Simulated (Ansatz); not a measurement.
Cell and atoms:

```
Ti Si
1.0
     2.94574    0.00000    0.00000
     0.00000    3.42426    0.00000
     0.00000    0.00000    8.42417
Ti Si
2 4
Direct
  0.50000 0.50000 0.48219
  0.00000 0.00000 0.98219
  0.50000 0.50000 0.17008
  0.00000 0.00000 0.32992
  0.00000 0.00000 0.67008
  0.50000 0.50000 0.82992
```

Before looking at a picture, describe the arrangement of atoms.

Answer. Its composition is TiSi$_{2}$. The structure has Imm2 (No. 44) symmetry and a body-centred orthorhombic lattice. Atoms per cell: 6 (2 Ti, 4 Si). About every Ti there are ten Si at 2.60 to 2.93 Å. Not all metal-metal contacts are counted. The bonds build a three-dimensional framework.

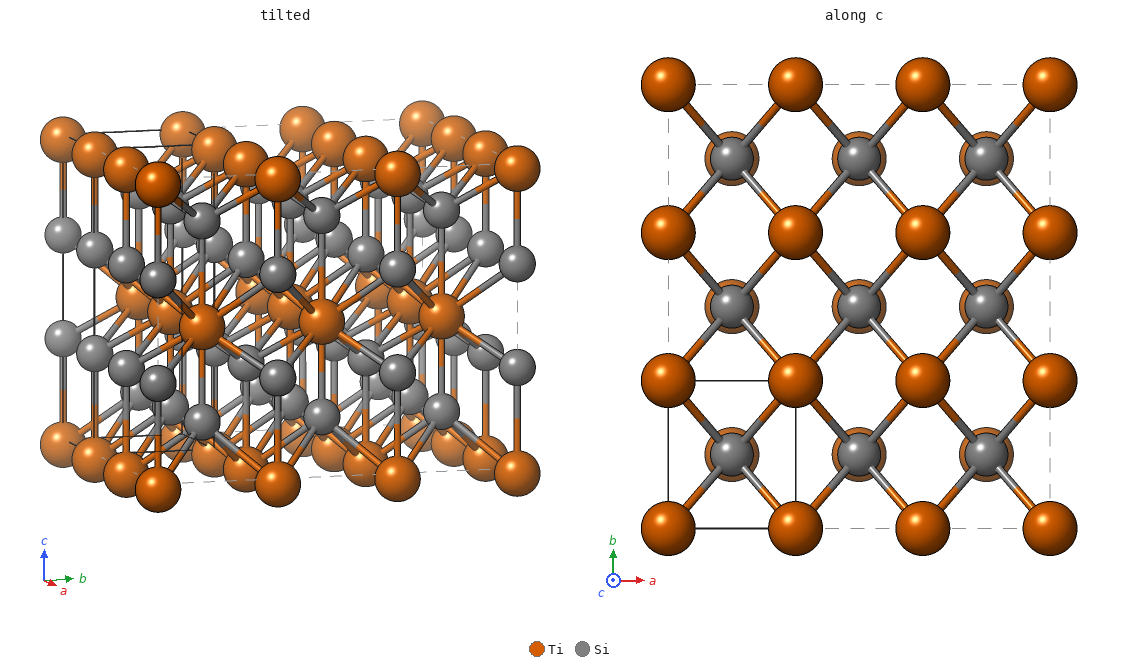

The crystal in a ball-and-stick representation, seen slightly off an axis and along the c axis. The drawing covers 3×3×1 cells, and the solid lines enclose one conventional unit cell. Colours: titanium orange, silicon grey.

The model was built from a structure listed in the Materials Project. The cell was then strained or its atoms displaced on purpose. It went into a calculation with Ansatz.

At this level of theory the cell isn't at rest (forces up to 1.3 eV/Å), so its distances can differ from those at equilibrium, the more so the softer the solid.
